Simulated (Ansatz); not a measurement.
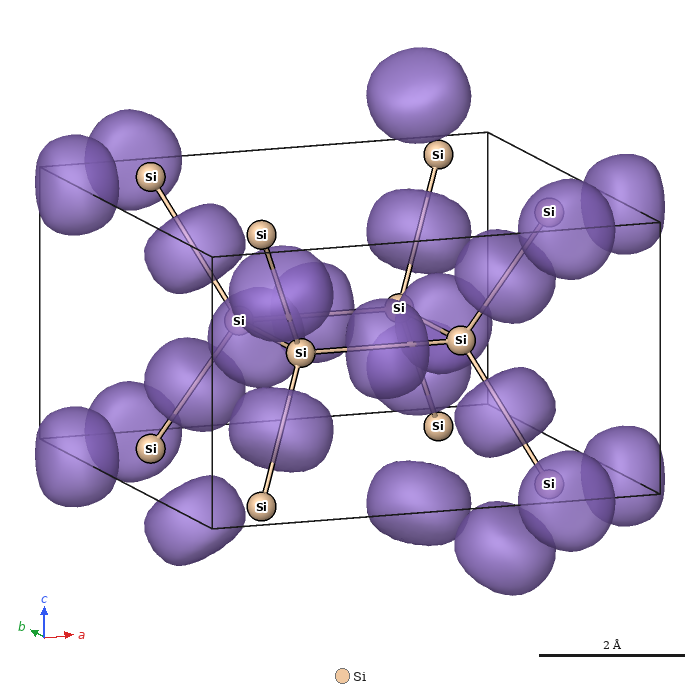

Figure 1: Si. Isosurface of the electron localisation function at 0.8 (purple), seen slightly off an axis. Core shells and regions of very low density are left out. Sticks mark near contacts.

Space group I4/mmm; a structure from a database of computed crystals, not necessarily the ambient phase.

Computed with Kohn-Sham DFT of a periodic cell, r2SCAN, Ansatz PAW (Ansatz 0.2.0).

In a PAW calculation such maps are meaningful between the atoms, not at the nuclei.

Where are the electrons localised?

Answer. At this value the surface marks out 16 regions between bonded Si–Si atoms (shared pairs), counted in one cell of 8 atoms. Any copies at cell faces, edges or corners count once. Profiles from the grid: Si–Si (2.34 Å): the ELF peaks at about 0.95 between the atoms; a covalent bond.
